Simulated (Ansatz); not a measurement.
# Ni: a surface, (110), 3 layers, part 2 of 2

What do the surfaces of Ni (110), 3 layers cost, and how tightly do they hold an electron? The runs shown use PAW. Its runs: bulk cell relaxed (PAW); bulk in the slab's orientation (PAW); the reference run (PAW); atoms relaxed (PAW); field of 0.2 V/Å along the normal (PAW); no images along the normal (PAW).

Ansatz 0.2.0; DFT PBE; a cell built from a prototype (fcc type), not taken from measurement. The steps go on from the part before.

## Step 8: More of the same log: atoms relaxed, PAW files

Output, continued:

```text
density mixer auto → msr1: a metal under ldos (density of states about μ 3.12 of a free-electron gas's, 30 screened modes)
SCF iter   3: F=—  HF=-17516.705394 eV  |F-HF|=—  |Δ(HF+E_count)|=   1.22e-3  Δρ=1.93e-3 (↑1.93e-3 ↓1.01e-3)  dr2=3.06e-3  dr2_m=8.10e-4  M=2.326 μB ∫|m|=2.577 μB  β_m=0.45  ethr=3.51e-5  p=-0.000 e·Å  D=-5.39e-8 V/Å  ΔV_dip=0.00 eV  dr2_dipole=5.77e-13  V_vac-E_F(+/−)=4.36/4.36 eV  ⟨swp⟩=2.0  Hψ=5271  notcnv=0  defer=179
SCF iter   4: F=—  HF=-17516.708210 eV  |F-HF|=—  |Δ(HF+E_count)|=   2.82e-3  Δρ=8.98e-4 (↑8.98e-4 ↓6.52e-4)  dr2=6.42e-4  dr2_m=2.99e-4  M=2.320 μB ∫|m|=2.569 μB  β_m=0.59  ethr=5.68e-6  p=-0.000 e·Å  D=-5.04e-8 V/Å  ΔV_dip=0.00 eV  dr2_dipole=5.78e-13  V_vac-E_F(+/−)=4.38/4.38 eV  ⟨swp⟩=2.3  Hψ=5304  notcnv=0  defer=179
SCF iter   5: F=—  HF=-17516.709556 eV  |F-HF|=—  |Δ(HF+E_count)|=   1.35e-3  Δρ=3.11e-4 (↑3.11e-4 ↓2.67e-4)  dr2=9.60e-5  dr2_m=8.07e-5  M=2.315 μB ∫|m|=2.563 μB  β_m=0.73  ethr=1.19e-6  p=-0.000 e·Å  D=-9.52e-8 V/Å  ΔV_dip=0.00 eV  dr2_dipole=1.59e-12  V_vac-E_F(+/−)=4.41/4.41 eV  ⟨swp⟩=2.1  Hψ=6358  notcnv=0  defer=179
SCF iter   6: F=—  HF=-17516.709653 eV  |F-HF|=—  |Δ(HF+E_count)|=   9.71e-5  Δρ=2.31e-4 (↑7.52e-5 ↓2.31e-4)  dr2=7.25e-5  dr2_m=1.56e-5  M=2.312 μB ∫|m|=2.558 μB  β_m=0.77  ethr=1.78e-7  p=0.000 e·Å  D=3.41e-8 V/Å  ΔV_dip=-0.00 eV  dr2_dipole=4.85e-13  V_vac-E_F(+/−)=4.43/4.43 eV  ⟨swp⟩=3.3  Hψ=7493  notcnv=0  defer=179
SCF iter   7: F=-17516.709642 eV  HF=-17516.709649 eV  |F-HF|=7.42e-6  |Δ(HF+E_count)|=   3.92e-6  Δρ=8.16e-5 (↑3.06e-5 ↓8.16e-5)  dr2=1.01e-5  dr2_m=1.79e-6  M=2.312 μB ∫|m|=2.558 μB  ethr=3.72e-8  p=0.000 e·Å  D=1.08e-7 V/Å  ΔV_dip=-0.00 eV  dr2_dipole=4.82e-13  V_vac-E_F(+/−)=4.43/4.43 eV  ⟨swp⟩=10.4  Hψ=17211  notcnv=0
SCF 3 converged in 7 iterations: F = -17516.709642 eV  dr2 = 1.01e-5
relax step   3: F+E_penalty+E_count = -17516.70964206 eV  Δ(F+E_penalty+E_count) = -2.375e-2 eV  max|allowed force component| = 3.216e-1 eV/Å  Δτ_max = 0.0710 Å  (7 SCF iters, dr2 threshold 2.01e-5 eV, accepted)
SCF iter   1: F=—  HF=-17516.716431 eV  |F-HF|=—  |Δ(HF+E_count)|=         —  Δρ=2.09e-3 (↑1.12e-3 ↓2.09e-3)  dr2=1.02e-2  dr2_m=1.09e-3  M=2.318 μB ∫|m|=2.563 μB  β_m=1.00  ethr=1.63e-4  p=0.000 e·Å  D=1.08e-7 V/Å  ΔV_dip=-0.00 eV  dr2_dipole=1.51e-13  V_vac-E_F(+/−)=4.46/4.46 eV  ⟨swp⟩=4.6  Hψ=9148  notcnv=0  defer=178
efield: sawtooth ramp at fractional position 0.9500 (handed on by an earlier solve), width 0.1000; the density the first Hamiltonian is built on has a dipole p = 0.000 e·Å; the dipole correction subtracts the counter field D = 1.08e-7 V/Å, which shifts the + side's vacuum level by -0.00 eV against the − side's; the planar-averaged density in the ramp window peaks in size at 1.7e-5 e/Å³
preconditioner: auto → LDOS  [metal: Δε(μ)=0.008 eV  Ē_g=6.600 eV  σ=0.050 eV  W_gap=0.04  n_scr=8 (ndim 8)  ℏωp=16.0 eV  f_vac=0.708  D(μ)=5.93/eV (n_scr^D=42)]
spin=Collinear: LDOS preconditioning applied to the charge; magnetization (m = ρ↑ − ρ↓) channel mixes plain (no charge-response kernel on spin).
SCF iter   2: F=—  HF=-17516.715404 eV  |F-HF|=—  |Δ(HF+E_count)|=   1.03e-3  Δρ=7.73e-4 (↑7.73e-4 ↓7.41e-4)  dr2=1.03e-3  dr2_m=2.33e-5  M=2.318 μB ∫|m|=2.564 μB  β_m=0.32  ethr=1.88e-5  p=0.000 e·Å  D=1.31e-9 V/Å  ΔV_dip=-0.00 eV  dr2_dipole=5.56e-13  V_vac-E_F(+/−)=4.47/4.47 eV  ⟨swp⟩=2.0  Hψ=6134  notcnv=0  defer=178
density mixer auto → msr1: a metal under ldos (density of states about μ 3.11 of a free-electron gas's, 30 screened modes)
SCF iter   3: F=—  HF=-17516.715711 eV  |F-HF|=—  |Δ(HF+E_count)|=   3.07e-4  Δρ=5.59e-4 (↑5.59e-4 ↓3.93e-4)  dr2=4.48e-4  dr2_m=3.79e-5  M=2.319 μB ∫|m|=2.565 μB  β_m=0.41  ethr=1.90e-6  p=0.000 e·Å  D=1.31e-8 V/Å  ΔV_dip=-0.00 eV  dr2_dipole=2.79e-14  V_vac-E_F(+/−)=4.47/4.47 eV  ⟨swp⟩=2.0  Hψ=4945  notcnv=0  defer=178
SCF iter   4: F=—  HF=-17516.715962 eV  |F-HF|=—  |Δ(HF+E_count)|=   2.51e-4  Δρ=3.33e-4 (↑3.33e-4 ↓2.03e-4)  dr2=1.67e-4  dr2_m=3.63e-5  M=2.322 μB ∫|m|=2.569 μB  β_m=0.70  ethr=8.30e-7  p=-0.000 e·Å  D=-2.24e-8 V/Å  ΔV_dip=0.00 eV  dr2_dipole=6.61e-14  V_vac-E_F(+/−)=4.46/4.46 eV  ⟨swp⟩=1.7  Hψ=3813  notcnv=0  defer=178
SCF iter   5: F=—  HF=-17516.716218 eV  |F-HF|=—  |Δ(HF+E_count)|=   2.56e-4  Δρ=1.56e-4 (↑1.56e-4 ↓7.06e-5)  dr2=4.88e-5  dr2_m=1.03e-5  M=2.327 μB ∫|m|=2.574 μB  β_m=0.84  ethr=3.10e-7  p=0.000 e·Å  D=1.14e-7 V/Å  ΔV_dip=-0.00 eV  dr2_dipole=9.44e-13  V_vac-E_F(+/−)=4.44/4.44 eV  ⟨swp⟩=2.1  Hψ=5261  notcnv=0  defer=178
SCF iter   6: F=—  HF=-17516.716260 eV  |F-HF|=—  |Δ(HF+E_count)|=   4.24e-5  Δρ=8.27e-5 (↑7.75e-5 ↓8.27e-5)  dr2=1.99e-5  dr2_m=1.80e-6  M=2.330 μB ∫|m|=2.578 μB  β_m=0.76  ethr=9.04e-8  p=-0.000 e·Å  D=-3.17e-7 V/Å  ΔV_dip=0.00 eV  dr2_dipole=1.00e-11  V_vac-E_F(+/−)=4.43/4.43 eV  ⟨swp⟩=2.1  Hψ=5324  notcnv=0  defer=178
SCF iter   7: F=-17516.716259 eV  HF=-17516.716258 eV  |F-HF|=6.51e-7  |Δ(HF+E_count)|=   1.89e-6  Δρ=1.73e-5 (↑9.32e-6 ↓1.73e-5)  dr2=2.81e-7  dr2_m=1.95e-7  M=2.330 μB ∫|m|=2.579 μB  ethr=3.68e-8  p=0.000 e·Å  D=1.38e-7 V/Å  ΔV_dip=-0.00 eV  dr2_dipole=1.37e-11  V_vac-E_F(+/−)=4.43/4.43 eV  ⟨swp⟩=9.2  Hψ=16667  notcnv=0
SCF 4 converged in 7 iterations: F = -17516.716259 eV  dr2 = 2.81e-7
relax step   4: F+E_penalty+E_count = -17516.71625871 eV  Δ(F+E_penalty+E_count) = -6.617e-3 eV  max|allowed force component| = 3.872e-3 eV/Å  Δτ_max = 0.0209 Å  (7 SCF iters, dr2 threshold 3.33e-5 eV, accepted)
iter 1 solved again at ethr=1.10e-9 eV; its pass at ethr=3.10e-3 eV (dr2=5.92e-7 eV) is discarded
SCF iter   1: F=—  HF=-17516.716258 eV  |F-HF|=—  |Δ(HF+E_count)|=         —  Δρ=2.49e-5 (↑1.32e-5 ↓2.49e-5)  dr2=5.92e-7  dr2_m=3.59e-7  M=2.330 μB ∫|m|=2.579 μB  β_m=1.00  ethr=1.10e-9  p=0.000 e·Å  D=1.38e-7 V/Å  ΔV_dip=-0.00 eV  dr2_dipole=1.93e-12  V_vac-E_F(+/−)=4.43/4.43 eV  ⟨swp⟩=1.0  Hψ=9028  notcnv=0
efield: sawtooth ramp at fractional position 0.9500 (handed on by an earlier solve), width 0.1000; the density the first Hamiltonian is built on has a dipole p = 0.000 e·Å; the dipole correction subtracts the counter field D = 1.38e-7 V/Å, which shifts the + side's vacuum level by -0.00 eV against the − side's; the planar-averaged density in the ramp window peaks in size at 1.2e-5 e/Å³
preconditioner: auto → LDOS  [metal: Δε(μ)=0.007 eV  Ē_g=6.597 eV  σ=0.050 eV  W_gap=0.03  n_scr=8 (ndim 8)  ℏωp=16.0 eV  f_vac=0.708  D(μ)=5.93/eV (n_scr^D=42)]
spin=Collinear: LDOS preconditioning applied to the charge; magnetization (m = ρ↑ − ρ↓) channel mixes plain (no charge-response kernel on spin).
SCF iter   2: F=—  HF=-17516.716259 eV  |F-HF|=—  |Δ(HF+E_count)|=   4.35e-7  Δρ=7.23e-6 (↑7.23e-6 ↓6.38e-6)  dr2=1.24e-7  dr2_m=1.07e-8  M=2.330 μB ∫|m|=2.579 μB  β_m=0.34  ethr=1.10e-9  p=-0.000 e·Å  D=-5.02e-9 V/Å  ΔV_dip=0.00 eV  dr2_dipole=3.81e-16  V_vac-E_F(+/−)=4.43/4.43 eV  ⟨swp⟩=1.4  Hψ=4164  notcnv=0
density mixer auto → msr1: a metal under ldos (density of states about μ 3.11 of a free-electron gas's, 30 screened modes)
SCF iter   3: F=—  HF=-17516.716259 eV  |F-HF|=—  |Δ(HF+E_count)|=   2.67e-7  Δρ=6.12e-6 (↑6.12e-6 ↓3.82e-6)  dr2=1.93e-8  dr2_m=2.69e-8  M=2.330 μB ∫|m|=2.579 μB  β_m=0.67  ethr=2.30e-10  p=-0.000 e·Å  D=-2.43e-8 V/Å  ΔV_dip=0.00 eV  dr2_dipole=9.45e-15  V_vac-E_F(+/−)=4.43/4.43 eV  ⟨swp⟩=1.9  Hψ=4532  notcnv=0
iter 4 did not close the SCF: its close was put off for a magnetic moment that had not settled (scf_convergence_deferred on its scf_iter line)
SCF iter   4: F=-17516.716259 eV  HF=-17516.716259 eV  |F-HF|=2.82e-8  |Δ(HF+E_count)|=   1.18e-7  Δρ=7.22e-6 (↑2.21e-6 ↓7.22e-6)  dr2=7.04e-8  dr2_m=1.41e-8  M=2.330 μB ∫|m|=2.579 μB  β_m=0.73  ethr=3.58e-11  p=-0.000 e·Å  D=-6.29e-8 V/Å  ΔV_dip=0.00 eV  dr2_dipole=2.22e-13  V_vac-E_F(+/−)=4.43/4.43 eV  ⟨swp⟩=7.1  Hψ=15375  notcnv=0
SCF iter   5: F=-17516.716259 eV  HF=-17516.716259 eV  |F-HF|=4.84e-10  |Δ(HF+E_count)|=   1.70e-8  Δρ=2.52e-6 (↑2.52e-6 ↓9.09e-7)  dr2=8.97e-9  dr2_m=1.64e-9  M=2.330 μB ∫|m|=2.579 μB  ethr=3.58e-11  p=0.000 e·Å  D=1.61e-8 V/Å  ΔV_dip=-0.00 eV  dr2_dipole=3.24e-13  V_vac-E_F(+/−)=4.43/4.43 eV  ⟨swp⟩=5.6  Hψ=13802  notcnv=0
SCF 5 converged in 5 iterations: F = -17516.716259 eV  dr2 = 8.97e-9
relax step   5: F+E_penalty+E_count = -17516.71625893 eV  Δ(F+E_penalty+E_count) = -2.148e-7 eV  max|allowed force component| = 3.639e-3 eV/Å  Δτ_max = 0.0000 Å  (5 SCF iters, accepted)
SCF converged after 5 iterations
Magnetization: 2.3302 μB (28.1651 up, 25.8349 down)
Absolute magnetization: 2.5807 μB (∫|ρ↑−ρ↓|, with the PAW one-centre terms)
Spin contamination: 0.0293 ħ² per cell (⟨S²⟩ above its minimum at these occupations)
Per-site moments (μB) at R_I (Å): [(0.8325561149813422, 0.9504111107602419), (0.6971937365667171, 1.0078752000066267), (0.8325569773853766, 0.9504111107602419)]
Free energy (F): -17516.716259 eV
Harris-Foulkes:  -17516.716259 eV  (|F-HF|=4.84e-10)
Internal energy: -17516.669089 eV  (E = F + TS)
E sigma→0 (E₀):  -17516.692674 eV
Entropy (-TS):   -0.047170 eV (-15.723 meV/atom)
Fermi energy:    0.194316 eV
Dipole field:    D = 0.000001 V/Å  (p = 0.000001 e·Å, saw-weighted, corrected)
Work function:   Φ+ = 4.4318 eV   Φ− = 4.4317 eV
Levels:          The Fermi level and band energies are counted from a zero that moves with the ramp; work functions are not
--- Per-component energies (eV) ---
  E_band       = -1810.273573
  E_kinetic    = 843.845154
  E_local      = -72591.018000  (includes V_loc(G=0)·N_el)
  E_nonlocal   = 1917.078506
  E_hartree    = 34966.093717
  E_xc         = -249.731308
  E_vxc        = -321.575875  (∫ρ·V_xc dr)
  E_paw        = -4897.480740  (= ΣΔE_a)
  E_vpaw       = -1590.784509  (= ΣTr[D̂ρ^β])
  E_aug_tail   = 0.001677  (compensation charges beyond the density's cutoff)
  E_efield     = 0.000000  (sawtooth field / dipole correction)
  E_vefield    = 0.000000  (∫n·V_field dr)
  E_ewald      = 22494.541905
  E_smearing   = -0.047170  (= −TS)
  E_closure    = -0.000000  (closes the sum)
  Σ components = -17516.716259   (vs F -17516.716259, Δ=0.00e0)
--- Forces (eV/Å), atoms counted from 1 ---
  atom   1  Ni     0.00000000    -0.00000000    -0.00363907
  atom   2  Ni     0.00000000    -0.00000000    -0.00000038
  atom   3  Ni     0.00000000     0.00000000     0.00363804
  max |Σ_I F_I| component: 1.40e-6 eV/Å
--- Stress (GPa, compression-positive) ---
       -1.831634      -0.000000       0.000000
       -0.000000      -1.416056      -0.000000
        0.000000      -0.000000       0.008554
  P = ⅓ Tr σ = -1.0797 GPa (-10.797 kbar)
--- Band table (eV; the first three rows and the last of 96) ---
  k-point 0 ↑: bands = ["-103.4254", "-103.2661", "-103.2536", "-63.9236", "-63.8283", "-63.7673", "-63.6653", "-63.6175", "-63.6127", "-63.6064", "-63.5852", "-63.5718", "-7.2841", "-3.9301", "-3.7499", "-3.3725", "-2.3501", "-2.3198", "-2.2929", "-2.0542", "-1.9490", "-1.2595", "-1.2501", "-1.2039", "-0.9727", "-0.9626", "-0.8622", "-0.5184", "-0.3382", "1.5565", "4.1617", "4.5331", "4.7791", "5.8673", "6.0444"]
  k-point 1 ↑: bands = ["-103.4252", "-103.2663", "-103.2536", "-63.9244", "-63.8277", "-63.7644", "-63.6669", "-63.6181", "-63.6154", "-63.6127", "-63.5747", "-63.5741", "-7.1636", "-3.9230", "-3.7686", "-3.3383", "-2.4546", "-2.3058", "-2.1471", "-2.0566", "-1.8883", "-1.3171", "-1.2429", "-1.2389", "-1.0055", "-0.8655", "-0.8287", "-0.5105", "-0.3605", "1.6316", "3.9685", "4.2647", "4.6513", "5.9804", "6.1208"]
  k-point 2 ↑: bands = ["-103.4246", "-103.2669", "-103.2536", "-63.9266", "-63.8261", "-63.7567", "-63.6715", "-63.6266", "-63.6198", "-63.6127", "-63.5804", "-63.5591", "-6.8106", "-3.9311", "-3.8115", "-3.2375", "-2.6133", "-2.2387", "-2.0613", "-1.8571", "-1.7643", "-1.4826", "-1.2112", "-1.1928", "-1.0940", "-0.7533", "-0.7249", "-0.4809", "-0.4190", "1.8539", "2.4383", "4.5302", "5.0034", "5.9117", "6.3116"]
  k-point 47 ↓: bands = ["-102.5393", "-102.2424", "-102.2272", "-63.0652", "-63.0251", "-62.8508", "-62.7481", "-62.7378", "-62.7189", "-62.6214", "-62.6198", "-62.5872", "-3.4828", "-2.9303", "-2.7922", "-2.0693", "-1.9388", "-1.7516", "-1.6113", "-1.0387", "-0.8412", "-0.8093", "-0.2268", "-0.1086", "0.3401", "0.4442", "0.6425", "1.7937", "2.3869", "6.0638", "6.8446", "7.5190", "7.8577", "8.2419", "9.2096"]
--- Relaxed structure (5 steps of the walk, 5 accepted, 0 SCFs on fresh bases) ---
  F+E_penalty+E_count = -17516.71625893 eV   max|allowed force component| = 3.639e-3 eV/Å
  atoms:
    - { symbol: Ni, position: [0.0, 1.4515077942342596e-18, 0.437688579893496] }
    - { symbol: Ni, position: [0.5, 0.49999999999999994, 0.5000000072848196] }
    - { symbol: Ni, position: [0.0, -1.4515099190299158e-18, 0.5623114128216843] }
```

Wall time 2.3 min (2 threads of Arm Neoverse V2, shared host); peak memory 0.66 GiB.

Step by step:

| step | energy from step 1 (eV/cell) | largest force component (eV/Å) |
| --- | --- | --- |
| 1 | 0.0000 | 0.8632 |
| 2 | -0.0609 | 0.5670 |
| 3 | -0.0847 | 0.3216 |
| 4 | -0.0913 | 0.0039 |
| 5 | -0.0913 | 0.0036 |

Step 1 is the start. Step 5 solves the same geometry again.

The largest move, 0.09 Å, is shared by several atoms, Ni3 among them.

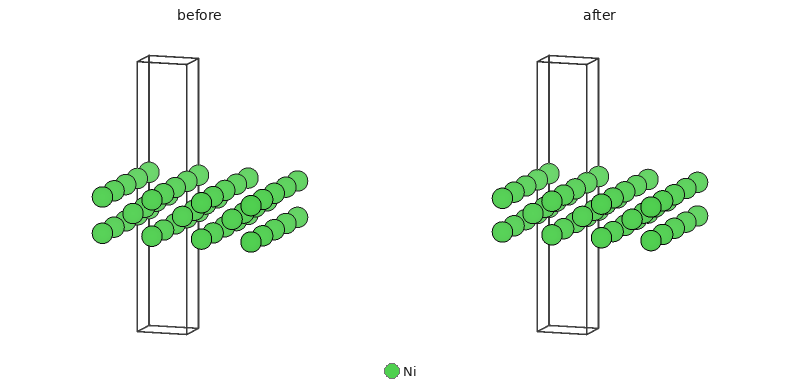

Start (left) and end (right) at the same scale.

Result: no gap; largest force 0.004 eV/Å; spin moments Ni1 0.83, Ni2 0.70 μB; work function 4.43 eV.

## Step 9: Field of 0.2 V/Å along the normal, PAW

File input.yaml:

```yaml
crystal:
  lattice:
    - [2.4880368655, 0.0, 0.0]
    - [0.0, 3.5186154789, 0.0]
    - [0.0, 0.0, 18.488]
  atoms:
    - { symbol: Ni, position: [0.0, 0.0, 0.4376885799], spin: 1.0 }
    - { symbol: Ni, position: [0.5, 0.5, 0.5000000073], spin: 1.0 }
    - { symbol: Ni, position: [0.0, 0.0, 0.5623114128], spin: 1.0 }
magnetization:
  spin_polarized: true
kpoints:
  mp_grid: { grid: [15, 10, 1] }
scf:
  occupations: { method: fermi_dirac, width: 0.05 }
hamiltonian:
  xc: pbe
  pseudopotentials: { kind: paw }
output:
  forces: true
  stress: true
  eigenvalues: true
efield:
  axis: 3
  amplitude: 0.2
  dipole_correction: true
```

The run is started by

```console
$ ansatz run input.yaml --threads 2 --pin off --max-ram 6144MiB --backend cpu --events-out ev --progress --plain --runs-dir out
```

Log (excerpt; [...] marks lines left out):

```text
[...]
[... 3 set-up lines as earlier in the session ...]
[...]
Crystal: 3 atoms, lattice volume = 161.852 Å³
Basis set: ecut = 420 eV, 3155 PW (Γ), exchange–correlation on 36×48×250 points (8 copies of the dense FFT grid, shifted against one another)
Bands: 35, of which v1, the nominal top of the filled ones, is band 27 counted from 1 (26 counted from 0)
[... 1 set-up line as earlier in the session ...]
k-points: 48 of 150
[...]
Starting moments: Σ|m| = 3 μB on 3 of 3 sites
[...]
SCF iter   1: F=—  HF=-17513.775847 eV  |F-HF|=—  |Δ(HF+E_count)|=         —  Δρ=1.81e-2 (↑1.46e-2 ↓1.81e-2)  dr2=3.43e0  dr2_m=1.72e-1  M=2.784 μB ∫|m|=2.912 μB  β_m=1.00  ethr=3.10e-3  p=0.048 e·Å  D=5.38e-2 V/Å  ΔV_dip=-1.00 eV  dr2_dipole=6.14e-6  V_vac-E_F(+/−)=7.79/5.59 eV  [...]
Free energy (F): -17516.721345 eV
[...]
E sigma→0 (E₀):  -17516.697752 eV
Entropy (-TS):   -0.047186 eV (-15.729 meV/atom)
Fermi energy:    0.190541 eV
Dipole field:    D = 0.056944 V/Å  (p = 0.050934 e·Å, saw-weighted, corrected)
Work function:   not extracted (applied field tilts the vacuum); planar V_es + V_field profile in the machine report
Levels:          The Fermi level and band energies are counted from a zero that moves with the ramp; work functions are not
[...]
--- Forces (eV/Å), atoms counted from 1 ---
  atom   1  Ni     0.00000000     0.00000000     0.00039751
  atom   2  Ni     0.00000000    -0.00000000    -0.01061569
  atom   3  Ni     0.00000000     0.00000000     0.01012316
[...]
--- Stress (GPa, compression-positive) ---
       -1.827416      -0.000000       0.000000
       -0.000000      -1.412533      -0.000000
        0.000000      -0.000000       0.011351
  P = ⅓ Tr σ = -1.0762 GPa (-10.762 kbar)
--- Band table (eV; the first three rows and the last of 96) ---
[...]
```

Wall time 40 s (2 threads of Arm Neoverse V2, shared host); peak memory 0.64 GiB.

Read from it: no gap; largest force 0.011 eV/Å; spin moments Ni1 0.83, Ni2 0.70 μB.

## Step 10: No images along the normal, PAW

input.yaml, as its differences from that of step 9:

```diff
@@ -9,2 +9,3 @@
     - { symbol: Ni, position: [0.0, 0.0, 0.5623114128], spin: 1.0 }
+  periodic: [true, true, false]
 magnetization:
@@ -22,5 +23 @@
   eigenvalues: true
-efield:
-  axis: 3
-  amplitude: 0.2
-  dipole_correction: true
```

The run is started by

```console
$ ansatz run input.yaml --threads 2 --pin off --max-ram 6144MiB --backend cpu --events-out ev --progress --plain --runs-dir out
```

Log (excerpt; [...] marks lines left out):

```text
Warning: crystal.periodic: the lattice vector that does not repeat stood 0.000° off the slab's normal, 18.488 Å along it as the deck builds it. The run solves the slab on a vector along the normal, 28.408 Å long, with every atom where it was (on the deck's vector they left 16.18 Å outside [...]
[... 3 set-up lines as earlier in the session ...]
[...]
Crystal: 3 atoms, lattice volume = 248.697 Å³
Basis set: ecut = 420 eV, 4849 PW (Γ), exchange–correlation on 36×48×384 points (8 copies of the dense FFT grid, shifted against one another)
Bands: 35, of which v1, the nominal top of the filled ones, is band 27 counted from 1 (26 counted from 0)
Symmetry: 8 space group operations
Space group: Pmmm (ITA 47), of the structure as read, at distance tolerance 6.3e-5 Å
Magnetic group: BNS 47.249 (UNI 347), of the structure as read, at distance tolerance 6.3e-5 Å
k-points: 48 of 150
[...]
Starting moments: Σ|m| = 3 μB on 3 of 3 sites
[...]
Magnetization: 2.3302 μB (28.1651 up, 25.8349 down)
Absolute magnetization: 2.5821 μB (∫|ρ↑−ρ↓|, with the PAW one-centre terms)
Spin contamination: 0.0293 ħ² per cell (⟨S²⟩ above its minimum at these occupations)
Per-site moments (μB) at R_I (Å): [(0.8325697051497578, 0.9504111105452699), (0.6971938148957331, 1.007875239247452), (0.8325697051497577, 0.9504111105452699)]
Free energy (F): -17516.716262 eV
[...]
E sigma→0 (E₀):  -17516.692677 eV
Entropy (-TS):   -0.047170 eV (-15.723 meV/atom)
Fermi energy:    -4.431708 eV
[...]
--- Forces (eV/Å), atoms counted from 1 ---
  atom   1  Ni     0.00000000     0.00000000    -0.00358201
  atom   2  Ni     0.00000000     0.00000000     0.00000000
  atom   3  Ni     0.00000000     0.00000000     0.00358201
[...]
--- 2D stress c σ (N/m, compression-positive) ---
       -3.386566      -0.000000      -0.000000
       -0.000000      -2.618169      -0.000000
        0.000000       0.000000       0.000000
  P = ½ c Tr σ = -3.0024 N/m
--- Band table (eV; the first three rows and the last of 96) ---
[...]
  ° read free of the cell's end (the report's vacuum.weakly_bound_levels)
```

Run time: 36 s. Hardware: 2 threads of Arm Neoverse V2, shared host; peak memory 0.85 GiB.

This run gives: no gap; largest force 0.004 eV/Å; spin moments Ni1 0.83, Ni2 0.70 μB.

## Step 11: All runs together

| run | surface energy (J/m²) | work function (eV; upper / lower face where they differ) | gap (eV) | largest force (eV/Å) | time |
| --- | --- | --- | --- | --- | --- |
| Slab as cut, PAW | 2.344 | 4.51 | none | 0.863 | 38 s |
| Atoms relaxed, PAW | 2.260 | 4.43 | none | 0.004 | 2.3 min |
| Field of 0.2 V/Å along the normal, PAW | – | – | none | 0.011 | 40 s |
| No images along the normal, PAW | 2.260 | – | none | 0.004 | 36 s |

Surface energy: (F of the slab less that of as many bulk atoms) over twice the area, the bulk computed in the slab's orientation.

## Step 12: Summary of results

What follows sums up all 2 parts.

```
                     quantity          value
surface energy (PAW, relaxed)      2.26 J/m²
 work function (PAW, relaxed)        4.43 eV
    outer layer spacing (PAW)  1.24 → 1.15 Å
```

By PAW the surface costs 2.34 J/m² as cut and 2.26 J/m² relaxed. The outermost spacing changes by -7.4 % (PAW). The field of 0.2 V/Å along the normal induces a dipole of 0.051 e·Å per cell (PAW). Thickness wasn't converged, and no reconstruction was sought. Other magnetic orders may lie lower; this is the state that the run reached.
